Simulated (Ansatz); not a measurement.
The calculation's input:

```
crystal:
  lattice:
    - [0.0, 1.8053704921, 1.8053704921]
    - [1.8053704921, 0.0, 1.8053704921]
    - [1.8053704921, 1.8053704921, 0.0]
  atoms:
    - { symbol: Mn, position: [0.0, 0.0, 0.0], spin: 3.0 }
hamiltonian:
  xc: revpbe
  pseudopotentials:
    kind: paw
    azcp:
      Mn: "pseudopotentials/Mn.paw.azcp"
basis:
  ecutwfc: 420
  fft_grid_basis: typed
kpoints:
  mp_grid: { grid: [17, 17, 17], shift: [0, 0, 0] }
magnetization:
  spin_polarized: true
scf:
  occupations: { method: fermi_dirac, width: 0.05 }
  lower_state_search: "off"
output:
  stress: true
  write_density: true
  write_potential: true
  elf: true
  volumetric_format: npy
```

Below, planes, directions and counts refer to the conventional cell (a = 3.61 Å, b = 3.61 Å, c = 3.61 Å, α = 90.00°, β = 90.00°, γ = 90.00°).

Space group Fm-3m; set up as Mn, fcc; a generated structure, not necessarily the stable one; changed on purpose from its base cell (volume × 1.08); computed pressure about −17 GPa in this cell; the program warned that a starting moment wasn't kept; spin-polarised.

These are results of DFT, revPBE, plane waves (420 eV) with PAW, scalar-relativistic in Ansatz, not measurements.

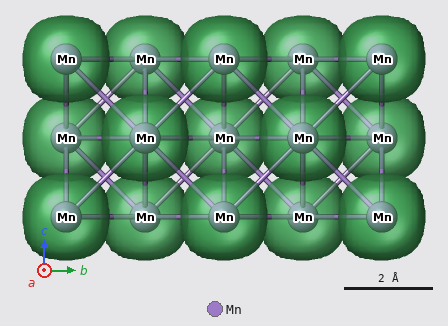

Mn. Isosurface of the valence electron density at 0.4 e/Å³ (green), seen along the a axis. Sticks mark near contacts.

Core electrons are frozen (PAW), and the valence fields are smoothed inside the atomic spheres.

> How is the density connected at this value?

At this value the density breaks into separate islands; it holds about 85 % of the electrons treated as valence (semicore included). It bridges none of the near contacts. It is pinched off along the shortest Mn–Mn (2.55 Å) contacts. On the grid the lowest density along these lines, outside the cores, is 0.33 e/Å³ (Mn–Mn, 2.55 Å).
